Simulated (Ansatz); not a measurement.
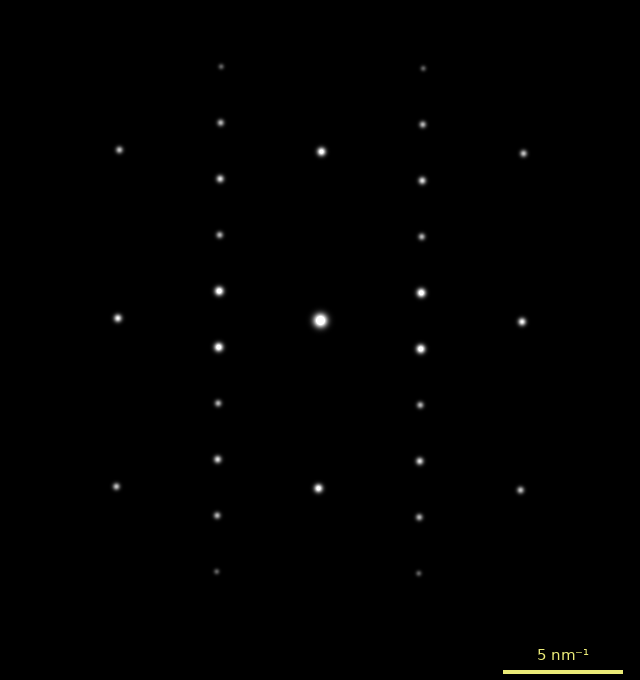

The pattern is a kinematic simulation for 200 kV electrons (no multiple scattering; isotropic B = 0.5 Å²).

It belongs to Nb, space group P6/mmm (No. 191), a = 4.88 Å, c = 2.68 Å (hexagonal axes). Structure: the end point of a relaxation with Ansatz 0.2.0, DFT, r2SCAN, plane waves (500 eV) with PAW, scalar-relativistic; the starting structure was generated, so it need not be a known form of this composition.

Q: Measure the pattern against the scale bar and name the zone.

A: The spots form a centred rectangular net whose two shortest vectors correspond to d = 4.22 Å and 2.26 Å, 74.5° apart. They index as 0 1 0 (itself too weak to see) and 1 0 -1, so the zone axis is ±[101] (or an equivalent direction of <101>).

Q: Which reflections of this zone are missing, and why?

A: Reflections such as 0 1 0, 0 2 0, 2 -2 -2 are allowed but too weak to see at this display level.

Q: List the strongest reflections.

A: Strongest reflections with d > 0.80 Å, one of each family (|F|² from tabulated Gaussian fits of the electron scattering factors, times a small damping for the curvature of the Ewald sphere):

```csv
hkl,d (Å),I (strongest = 100)
1 0 -1,2.260,100
0 3 0,1.408,78
2 -1 -2,1.173,47
1 2 -1,1.371,32
2 2 -2,0.901,20
1 3 -1,1.073,16
```
